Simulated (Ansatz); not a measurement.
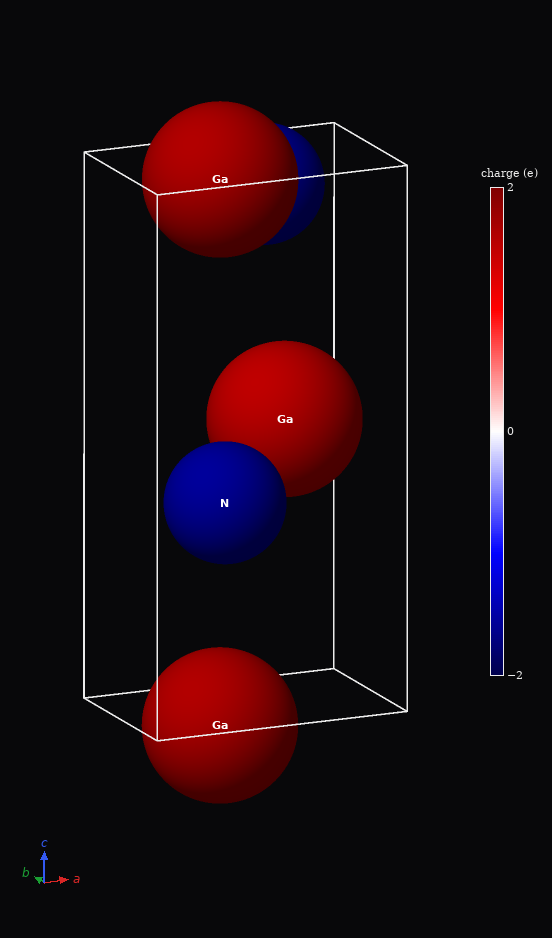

The figure gives a spheres-only picture of the atoms, viewed slightly off an axis. Atoms at the boundary of the simulation cell (the box) are drawn once for each face, edge or corner they touch. The atoms of this GaN cell are coloured by their Bader charge.

The numbers come from DFT, PAW plane waves, PBE (Ansatz), using a kinetic-energy cutoff of 420 eV, a 7×7×4 k-point grid, Fermi-Dirac smearing of 0.1 eV, no spin polarisation. The pressure of the cell is 35 GPa.

Q: Who donates electrons here and who accepts them?

A: Most positive: Ga; most negative: N. Charges: about Ga +1.5 to +1.6 e; N -1.6 e.

Note that this is a known structure type with the cell strained and the atoms shaken on purpose, and that it hasn't been relaxed. Ansatz was used for an electronic-structure calculation on it.

At this level of theory the cell isn't at rest (compressed, at 35 GPa and forces up to 5.1 eV/Å), so its distances can differ from those at equilibrium, the more so the softer the solid.
